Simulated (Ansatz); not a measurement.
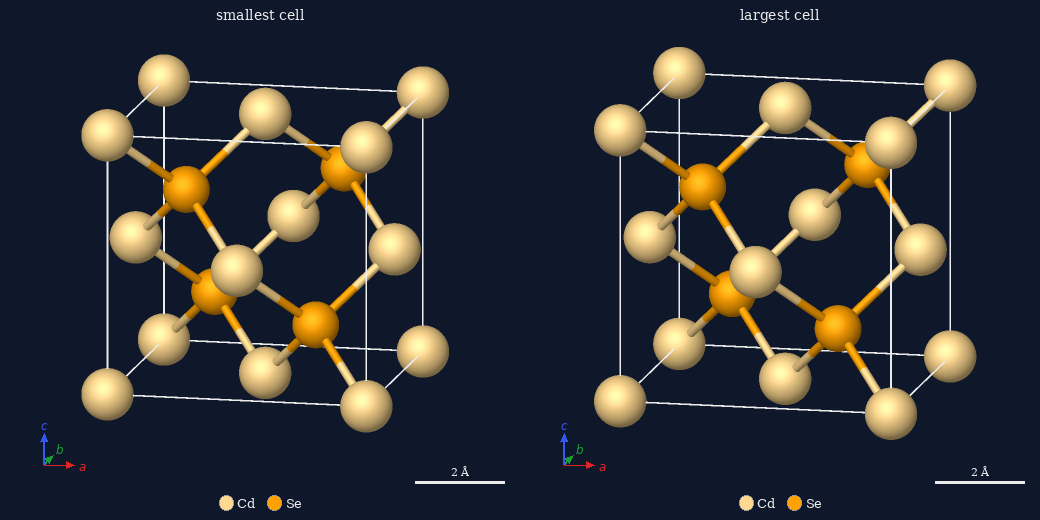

CdSe, zinc blende type, space group F-43m (No. 216), relaxed (cell and atoms, zero pressure) with five functionals; the smallest and the largest of the relaxed conventional cells are drawn to one scale (sticks follow a distance rule). The start was a structure listed in the Materials Project.

Alike in all runs: Ansatz 0.2.0; potentials all-electron LAPW, scalar-relativistic; basis error allowed 0.001 eV/atom; k mesh 8 × 8 × 8 on the run's cell of 2 atoms; occupations fermi-dirac, width 0.05 eV; no spin polarisation; no spin-orbit coupling.

| level | volume (Å³/atom) | a (Å) | gap (eV) |
| --- | --- | --- | --- |
| revPBE | 30.67 | 6.261 | 0.56 |
| LDA | ? | ? | ? |
| PBEsol | 28.14 | 6.083 | 0.48 |
| PBE | 29.75 | 6.197 | 0.49 |
| RPBE | 31.03 | 6.285 | 0.58 |

> What does LDA give?

Volume 27.12 Å³/atom; a 6.009 Å; gap 0.40 eV. That is the smallest volume of all.

> Order the levels by the relaxed volume, smallest first.

LDA (27.12 Å³/atom), PBEsol (28.14 Å³/atom), PBE (29.75 Å³/atom), revPBE (30.67 Å³/atom), RPBE (31.03 Å³/atom). Rows within a few tenths of a per cent can't be told apart.

Gaps are the least found on the k-mesh, which can miss the band edges.
